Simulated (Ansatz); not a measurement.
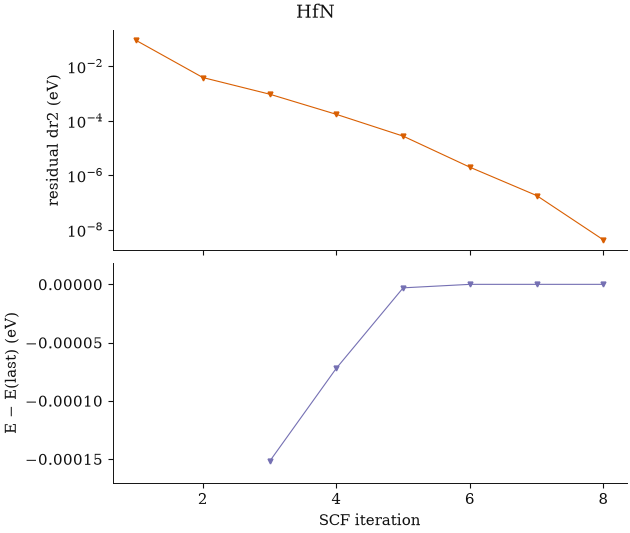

The plot shows the SCF iterations of a calculation: density residual dr2, Harris–Foulkes energy less its last value. The starting density is a sum of atomic densities corrected by a trained network. The first two energies lie far off the scale and aren't drawn.

HfN (2 atoms in the cell), run with Ansatz.

```
crystal:
  lattice:
    - [0.0, 2.39345145, 2.454822]
    - [2.51619255, 0.0, 2.454822]
    - [2.51619255, 2.39345145, 0.0]
  atoms:
    - { symbol: Hf, position: [0.0, 0.0, 0.0] }
    - { symbol: "N", position: [0.75, 0.75, 0.75] }
basis:
  ecutwfc: 420
kpoints:
  mp_grid: { grid: [16, 15, 17] }
hamiltonian:
  xc: lda
scf:
  occupations: { method: gaussian, width: 0.15 }
  max_iter: 50
output:
  forces: true
  eigenvalues: true
  stress: true
```

Run as:
```bash
ansatz run input.yaml --threads 1 --pin off --max-ram 2560MiB --backend cpu --events-out ev --progress --plain --runs-dir out
```

> Did the calculation converge?

It converged, after 8 iterations. The residual falls at every step.

> Is anything amiss with this input?

The input holds an odd setting (a mesh that breaks the symmetry), but it does no harm here: the energy lies within 1 meV per atom of a run with usual settings.
